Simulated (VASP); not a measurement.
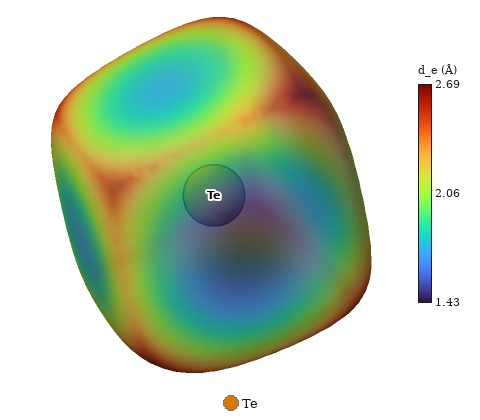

Hirshfeld surface computed for one Te atom in Te (P3_121), coloured by d_e.

The surface is where the fragment's share of the procrystal density (the sum of the densities of spherically averaged neutral Hartree-Fock atoms) equals one half. d_i and d_e are the distances from the surface to the nearest nucleus inside and outside. From Rb on the atoms have core potentials, so only their outer electrons count.

Source of the atomic positions: an entry of the Crystallography Open Database, as set up for an electronic-structure calculation.

```xyz
3
Lattice="4.4540 0.0000 0.0000 -2.2270 3.8573 0.0000 0.0000 0.0000 5.9240" Properties=species:S:1:pos:R:3 pbc="T T T"
Te    1.6279    2.8197    0.0000
Te   -0.5991    1.0376    3.9493
Te    1.1981    0.0000    1.9747
```

### What is the shortest distance from the fragment to an atom outside it?

Te–Te, 2.86 Å.

### How is the surface shared among contacts (nearest atom inside ··· nearest atom outside)?

Te···Te 100 %. The surface faces 6 neighbours with more than 2 % of its area each: 6 Te.

### Give the size and shape of the surface.

It encloses about 28.7 Å³, has an area of about 48 Å² and a globularity of 0.94 (1 for a sphere).
